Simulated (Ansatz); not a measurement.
GePt (slab)

```
CELL_PARAMETERS angstrom
3.70034 0.00000 0.00000
0.00000 5.74060 0.00000
0.00000 0.00000 26.11233
ATOMIC_POSITIONS crystal
Ge 0.75000 0.70092 0.28482
Pt 0.25000 0.99222 0.31976
Pt 0.25000 0.50999 0.33570
Ge 0.75000 0.21036 0.35771
Ge 0.25000 0.80797 0.40560
Pt 0.75000 0.50136 0.42842
Pt 0.75000 0.00160 0.45494
Ge 0.25000 0.31044 0.47900
Ge 0.75000 0.68956 0.52100
Pt 0.25000 0.99840 0.54506
Pt 0.25000 0.49864 0.57158
Ge 0.75000 0.19203 0.59440
Ge 0.25000 0.78964 0.64229
Pt 0.75000 0.49001 0.66430
Pt 0.75000 0.00778 0.68024
Ge 0.25000 0.29908 0.71518
```

Computed with Ansatz, DFT PBEsol, scalar-relativistic, plane waves, PAW.

What can the converged valence pseudo-density and electron localisation function tell about the bonding?

Ge–Pt (2.49 Å): the density is about 0.53 e/Å³ at the midpoint; the ELF is about 0.40 at the midpoint.
Ge–Pt (2.50 Å): the density is about 0.52 e/Å³ at the midpoint; the ELF is about 0.40 at the midpoint.
Ge–Pt (2.65 Å): ρ at the midpoint is about 0.41 e/Å³; the ELF is about 0.40 at the midpoint.
Ge–Pt (2.81 Å): the density is about 0.31 e/Å³ at the midpoint; the ELF is about 0.40 at the midpoint.

Does the calculation make it a metal, or give it a gap?

It is gapless in this calculation (a metal or semimetal).

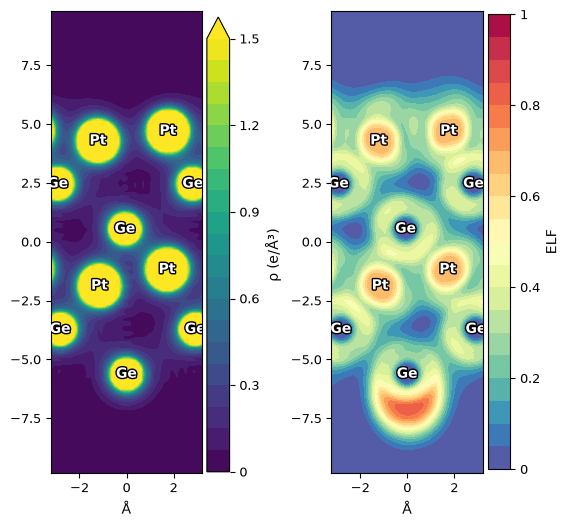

Computed valence pseudo-density and electron localisation function on the (100) plane of the calculation cell, a cut from vacuum to vacuum, in this order. 

In a PAW calculation such maps are meaningful between the atoms, not at the nuclei.
